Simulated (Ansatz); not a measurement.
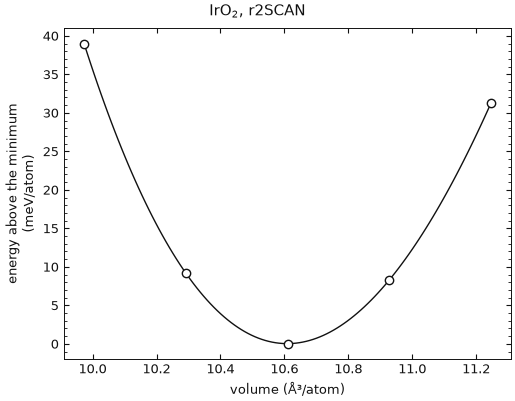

Caption: Energy above the minimum against volume for IrO₂, space group P4_2/mnm (No. 136).

A third-order Birch–Murnaghan fit gives V0 = 10.61 Å³/atom, B0 = 292 GPa and B′ = 4.6. The energy above the minimum is 39.0 meV/atom at volume 9.973 Å³/atom and 31.3 meV/atom at 11.246 Å³/atom; the lowest computed point is at volume 10.610 Å³/atom (0.0 meV/atom). The solid is metallic at every point.

Calculation (Ansatz 0.2.0): third-order Birch-Murnaghan fit to density functional energies at scaled volumes of the given relaxed cell, shape and atoms relaxed at each volume; energies count from the fitted minimum; plane waves with PAW datasets, Γ-centred k mesh. Level: r2SCAN, no spin polarisation.

- wave cutoff: 500 eV
- k mesh: 8×8×12
- occupations: Gaussian
- smearing width: 0.1 eV

Cell as given: a = 4.487 Å, b = 4.487 Å, c = 3.161 Å, α = 90.00°, β = 90.00°, γ = 90.00°; 6 atoms.

Caveats: no spin polarisation, a magnetic state may lie lower.
